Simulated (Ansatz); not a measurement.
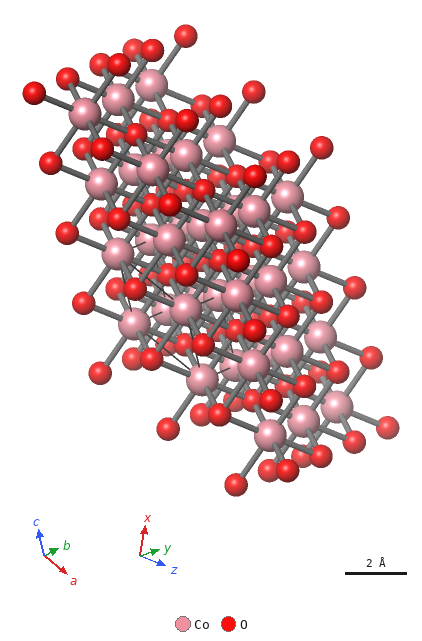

A crystal of CoO (I4/mmm): the ratio of the cell's length along z to its lengths across, counted as 1 for the reference, is changed at fixed volume (a c/a path), with the atoms kept at their fractional coordinates. x, y and z are the Cartesian axes of the input. The picture shows the reference cell. A ball-and-stick model of the cell of the calculation, repeated 2 × 2 × 3 with one cell outlined, seen slightly off an axis.

Method: DFT PBEsol, scalar-relativistic, plane waves, PAW (Ansatz 0.2.0). Settings: plane-wave cutoff 420 eV; k-point mesh 24 × 24 × 24; occupations gaussian; smearing width 0.15 eV; collinear spin. Energies (free energies at the smearing named) are counted from the cell as listed in its source, which wasn't relaxed.

The input:
```yaml
crystal:
  lattice:
    - [-1.5080001529, 1.5080001529, 2.1072499549]
    - [1.5080001529, -1.5080001529, 2.1072499549]
    - [1.5080001529, 1.5080001529, -2.1072499549]
  atoms:
    - { symbol: Co, position: [0.0, 0.0, 0.0], spin: 2.71 }
    - { symbol: O, position: [0.5, 0.5, 0.0], spin: 0.36 }
basis:
  ecutwfc: 420
kpoints:
  mp_grid: { grid: [24, 24, 24] }
hamiltonian:
  xc: pbesol
scf:
  occupations: { method: gaussian, width: 0.15 }
output:
  forces: true
  stress: true
  eigenvalues: true
  populations: true
magnetization:
  spin_polarized: true
```

Command:
```bash
ansatz run input.yaml --threads 1 --pin off --max-ram 2560MiB --backend cpu --events-out ev --progress --plain --runs-dir out
```

What energies does the calculation give (the relative ratio: 0.80, 0.85, 0.92, 0.96, 1.00, 1.05, 1.10, 1.20, 1.30)?

| axial ratio over its reference value | E − E(ref) (meV/atom) |
| --- | --- |
| 0.80 | 81.4 |
| 0.85 | 31.5 |
| 0.92 | 6.3 |
| 0.96 | 1.6 |
| 1.00 | 0.0 |
| 1.05 | 0.5 |
| 1.10 | 2.3 |
| 1.20 | 9.0 |
| 1.30 | 23.8 |

The lowest computed point lies at the relative ratio 1.00 (0.0 meV/atom). At the ends of the scan the energy is 81.4 meV/atom (0.80) and 23.8 meV/atom (1.30). The unrelaxed reference is under a pressure of −9.2 GPa. The distortion keeps the space group I4/mmm. At the relative ratio 1.30 the cell of the drawing goes a 2.998 → 3.181 Å, b 2.998 → 3.181 Å, c 2.998 → 3.181 Å, α 119.6° → 128.5°, β 119.6° → 128.5°, γ 90.7° → 75.8°.
